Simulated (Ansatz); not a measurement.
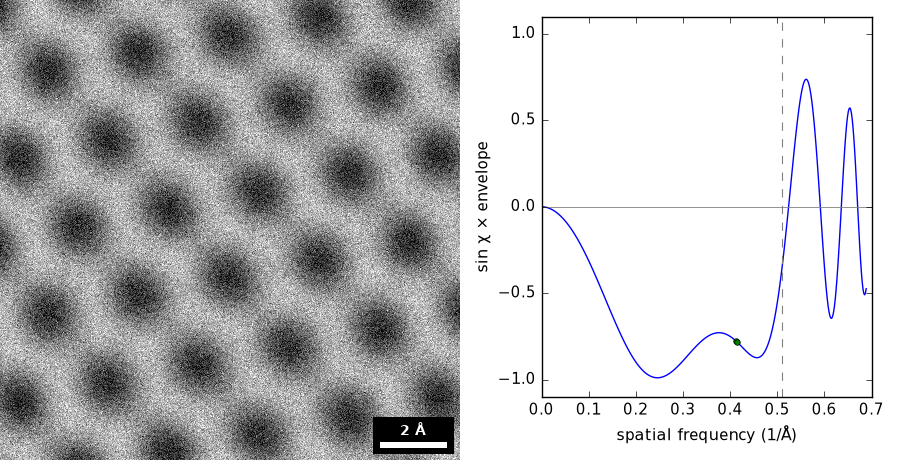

HRTEM-like image of Ti (Fmmm, No. 69) along [101]. Simulated in the weak-phase-object approximation with neutral-atom potentials: 300 kV, Cs = 1.00 mm, defocus −532 Å (negative is underfocus), defocus spread 40 Å, aperture 0.51 1/Å. Shot noise was added. Structure: the end point of a relaxation with Ansatz 0.2.0, DFT PBEsol, scalar-relativistic, plane waves, PAW; the starting structure was generated, so it need not be a known form of this composition.

The plot gives the contrast transfer function, the aperture (dashed) and the crystal's spatial frequencies that carry visible contrast (dots).

Q: What point resolution do these settings give, and which lattice spacings pass?

A: About 2.0 Å (0.66 |Cs|^(1/4) λ^(3/4) with λ = 0.0197 Å). The spacings that carry visible contrast are {020} at 2.43 Å, {111} at 2.41 Å. Columns 0.75 Å apart are closer than that and merge.

Q: Do the atom columns appear dark or bright, and why?

A: Dark. With positive Cs and underfocus sin χ is negative over the pass band, so the strongest columns (Ti) come out darker than the background.
